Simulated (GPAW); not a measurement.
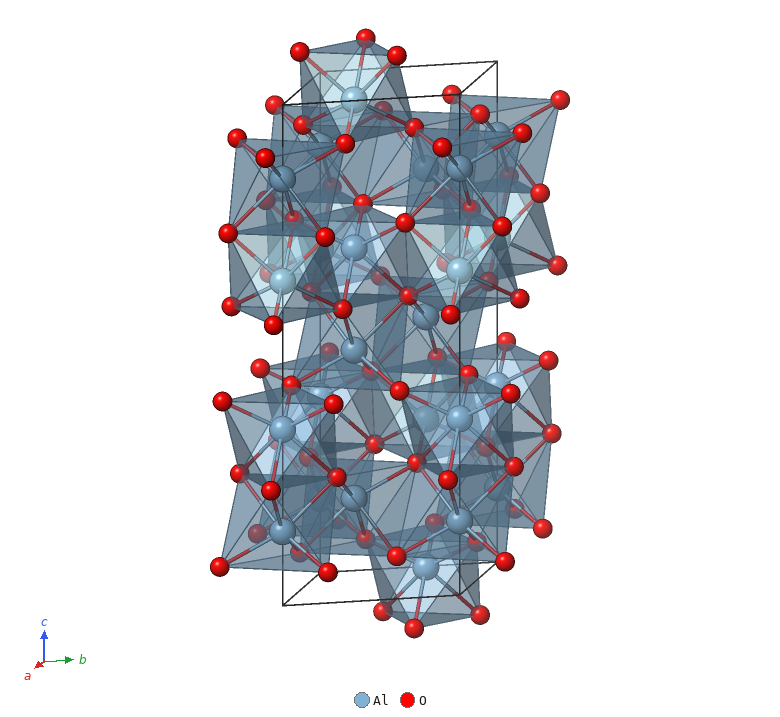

Polyhedra are drawn about Al (bonds: Al–O below 2.2 Å); other atoms are plain spheres.

Al₂O₃ (space group R-3c, No. 167). Coordinates: an entry of the Crystallography Open Database, as set up for an electronic-structure calculation.

Sharing among the drawn polyhedra:

```csv
site,polyhedron,corner-sharing neighbours,edge-sharing,face-sharing,bond (Å)
Al,AlO6 octahedron,9,3,1,1.85–1.97
```

They form a three-dimensional framework of corner-, edge- and face-sharing octahedra.
